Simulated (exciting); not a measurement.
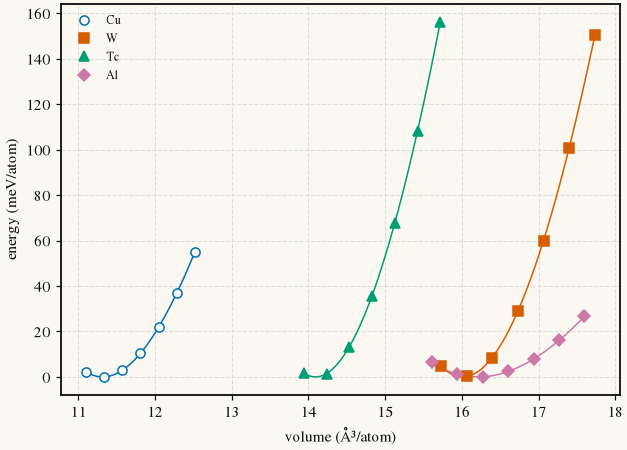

Plotted: energy against volume, with one curve for each element, for Al, Cu, Tc and W (all in space group Fm-3m (No. 225)).

Computed with exciting sodium: all-electron LAPW DFT, no spin polarisation; energies at scaled volumes of the given cell, shape and fractions fixed, counted from the fit's minimum, third-order Birch-Murnaghan fit. Level: PBEsol.

```
       setting                                        value
   occupations                                  Fermi–Dirac
smearing width                                      0.05 eV
    potentials  all electron LAPW+lo, shipped species files
```

Settings that differ: Cu: k mesh 13×13×13; W: k mesh 11×11×11; Tc: k mesh 12×12×12; Al: k mesh 11×11×11.

Question: Order the curves by fitted equilibrium volume, smallest first.

Answer: Cu 11.318, Tc 14.093, W 16.010, Al 16.211 Å³/atom.

Question: Order the curves by fitted bulk modulus, smallest first.

Answer: Al 85.3, Cu 169.4, W 308.5, Tc 327.4 GPa.
